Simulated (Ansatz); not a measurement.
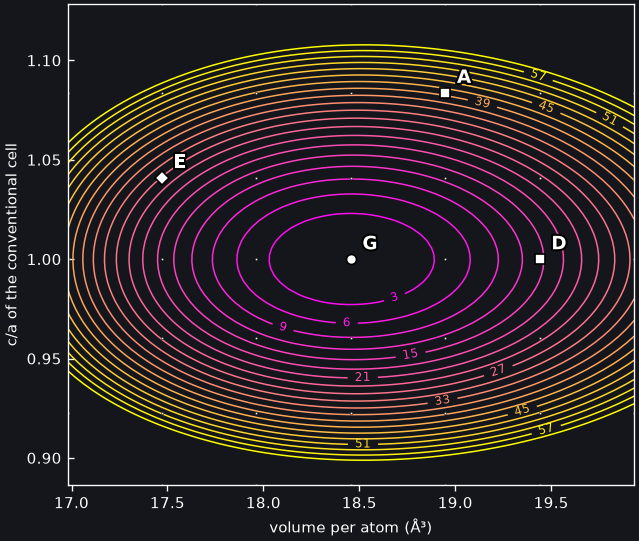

Si (Ia-3, No. 206; 8 atoms in the cell). The energy is mapped over volume and the cell's shape. Coordinates scanned: (1) volume per atom; (2) c/a of the conventional cell. Nothing is relaxed (fractional coordinates fixed). The grid has 7 × 7 points. Points are written as (first, second). All energies are given in meV/atom relative to the lowest grid point. Theory: Ansatz, DFT PBE, scalar-relativistic, plane waves, PAW. Settings: cutoff 420 eV, k-mesh 10×10×10, gaussian smearing 0.15 eV, no spin polarisation.

Drawn: contour lines labelled in meV/atom (none above 60), dots at the grid points, lettered points. Between grid points the surface is interpolated.

Q: What kind of point is each of A, E, G: minimum, saddle, maximum or slope?

A: A: on a slope; E: on a slope; G: minimum. (In these two coordinates alone; a stationary point may lie a little off the grid point.)

Q: Which space group has the cell at each letter?

A: A: Ibca; D: Ia-3; E: Ibca; G: Ia-3.

PAW datasets: the set soft_1.
